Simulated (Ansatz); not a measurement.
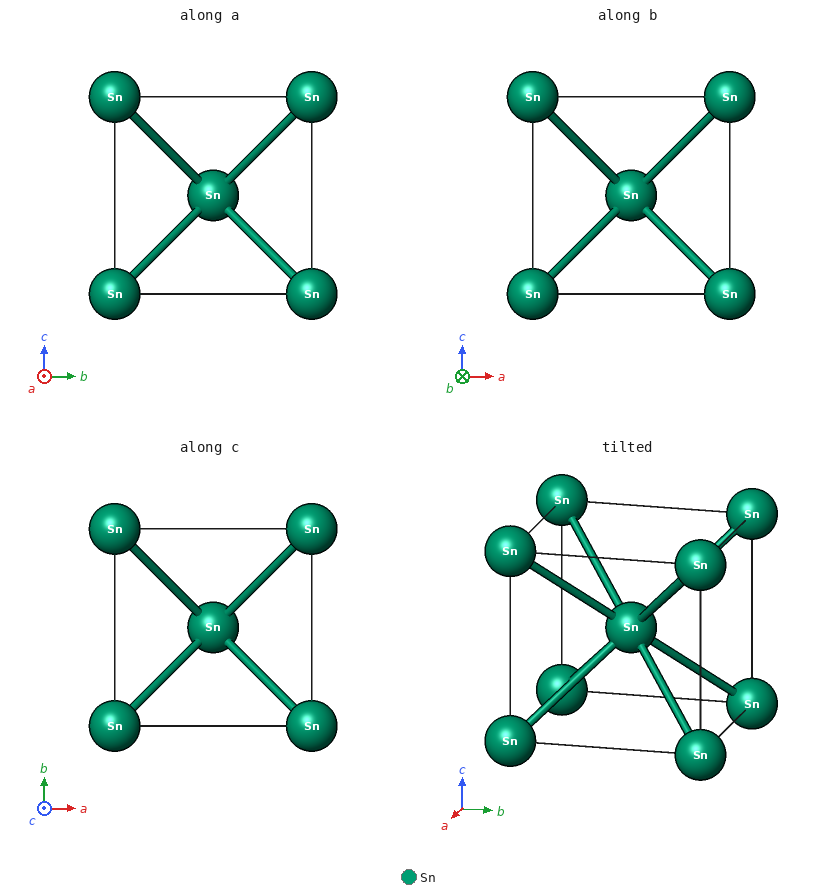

Ball-and-stick drawing of the structure, looking along the a axis, along the b axis, along the c axis and slightly off an axis. The edges of the conventional unit cell are marked.

Lattice parameters: a = 3.749 Å, b = 3.749 Å, c = 3.749 Å, α = 90.00°, β = 90.00°, γ = 90.00°.

Question: Transcribe the picture into a table of Wyckoff sites.

Answer: Space group Im-3m (No. 229).
```csv
atom,site,x,y,z
Sn,2a,0.0000,0.0000,0.0000
```

The initial geometry was a structure type filled with this element by a generator (whether the element takes this form wasn't checked). The cell was then strained or its atoms displaced on purpose. A calculation with Ansatz used it as input.
